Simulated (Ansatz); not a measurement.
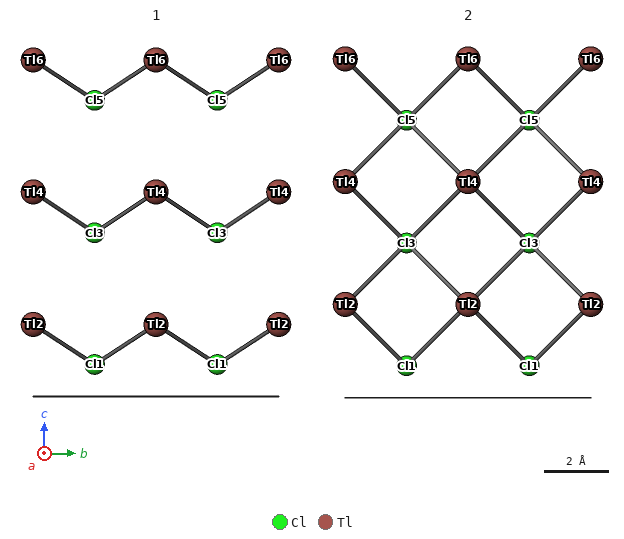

Two geometries of a slab of composition TlCl (cut from the Pm-3m phase), drawn at one scale. One is the start of a relaxation, the other its converged end. A ball-and-stick model of the 2 × 2 repeat of the cell, outlined in the plane, without the vacuum, seen along the a axis.

Theory: DFT r2SCAN, scalar-relativistic, plane waves, PAW in Ansatz 0.2.0. Set-up: plane-wave cutoff 500 eV; k-point mesh 7 × 7 × 1; occupations gaussian; smearing width 0.05 eV; no spin polarisation; dipole correction; atoms relaxed in a fixed cell; force threshold 0.02 eV/Å; at most 60 steps.

Which of the two is the end point?

Answer. Structure 1 is the relaxed one. Case: (1 0 0) slab, atoms relaxed. The slab is the (1 0 0) face of TlCl. The largest moves relative to the layer's centre, 0.63 Å, are those of Tl2 and Cl5. Tl2 goes along the normal (−c). Largest moves by element: Tl 0.63 Å, Cl 0.62 Å. The cell doesn't change. Near-neighbour distances that change, for instance: Tl2–Cl3 3.323 → 3.947 Å, Tl4–Cl5 3.323 → 3.944 Å, Cl1–Tl2 3.323 → 2.988 Å, Cl3–Tl4 3.323 → 2.998 Å. Over 6 accepted moves (7 points after the start) the energy falls by 1.170 eV per cell of the calculation. The largest force component goes from 1.2 to 0.0028 eV/Å. The line search rejected the trial step at point 6 of the run. The run took roughly 5 core-minutes on a shared host.
